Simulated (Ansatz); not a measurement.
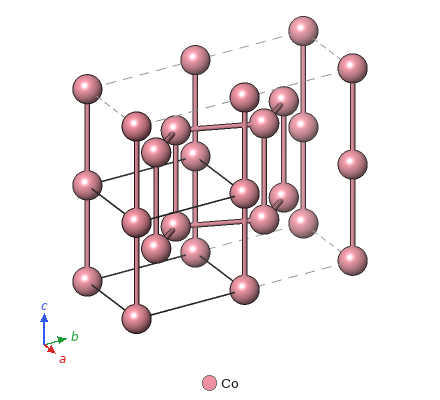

Co (P6/mmm, No. 191): the end point of a relaxation with DFT, LDA (PW92), plane waves (420 eV) with PAW, scalar-relativistic in Ansatz 0.2.0; the starting structure was generated, so it need not be a known form of this composition.

```cif
data_structure
_symmetry_space_group_name_H-M 'P6/mmm'
_symmetry_Int_Tables_number 191
_cell_length_a 3.8556
_cell_length_b 3.8556
_cell_length_c 2.3767
_cell_angle_alpha 90.000
_cell_angle_beta 90.000
_cell_angle_gamma 120.000
_cell_volume 30.60
loop_
_atom_site_label
_atom_site_type_symbol
_atom_site_symmetry_multiplicity
_atom_site_Wyckoff_symbol
_atom_site_fract_x
_atom_site_fract_y
_atom_site_fract_z
_atom_site_occupancy
Co1 Co 1 a 0.00000 0.00000 0.00000 1
Co2 Co 2 d 0.33333 0.66667 0.50000 1
```

Q: What will an integrated-DPC-like image along [201] show? Simulated as the projected potential of neutral atoms (B = 0.5 Å²) blurred by a 0.59 Å probe, the thin-sample limit of integrated differential phase contrast. The display is stretched by a gamma of 0.65; percentages refer to the linear signal.

A: The columns repeat on a centred rectangular net of 1.14 × 2.23 Å (plane group c2mm). All columns are alike (Co). The shortest distance between visible columns is 1.14 Å in projection. Along the beam the structure repeats every 8.07 Å.

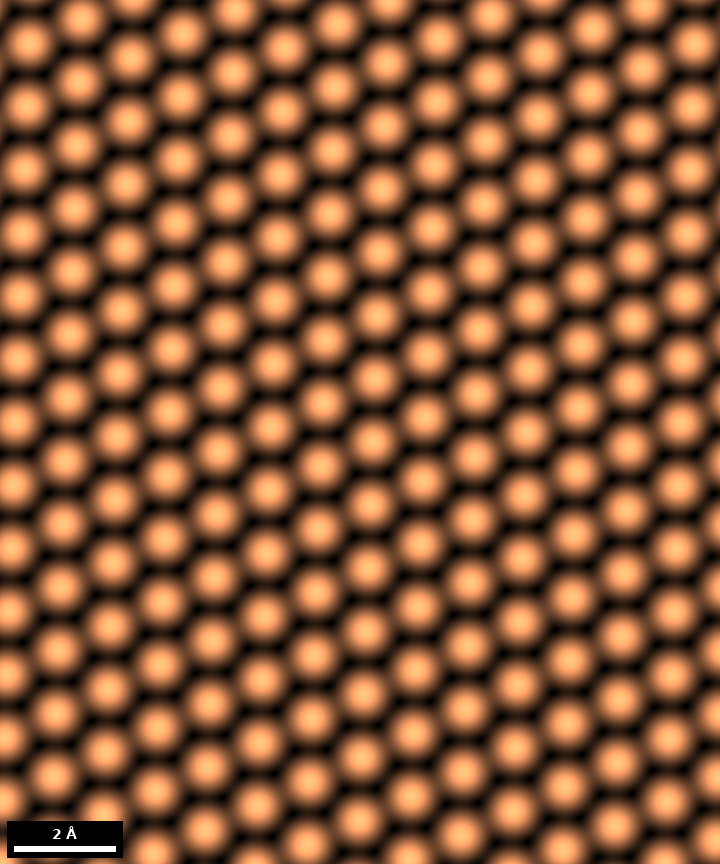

The simulated image.
